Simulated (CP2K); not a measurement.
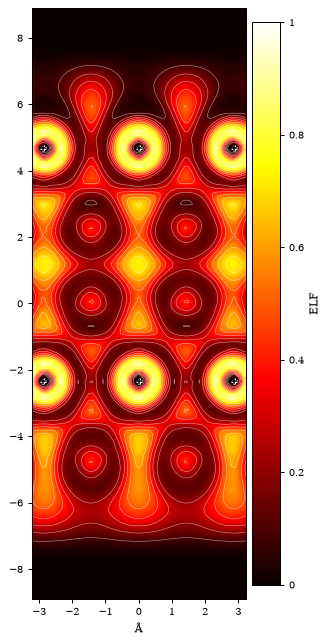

The ELF on a plane through atoms (crosses mark nuclei in the plane).

All numbers below come from Kohn-Sham DFT of a periodic cell, PBE, GTH-PBE with UZH-TZVP basis in CP2K.

Candidates:
A. Mo (slab), a = 2.85 Å, b = 2.85 Å, c = 24.31 Å, α = 90.00°, β = 90.00°, γ = 120.00°. 
B. In (slab), a = 3.36 Å, b = 3.36 Å, c = 28.50 Å, α = 90.00°, β = 90.00°, γ = 120.00°. 
C. Ti (slab), a = 2.87 Å, b = 2.87 Å, c = 24.38 Å, α = 90.00°, β = 90.00°, γ = 120.00°. Not relaxed (largest force 0.6 eV/Å).

Which system is this?

Candidate C: Ti on the (100) plane of the calculation cell, a cut from vacuum to vacuum, which holds Ti. Ti–Ti (2.87 Å): the ELF is about 0.20 at the midpoint; no shared electron pair shows on this line.
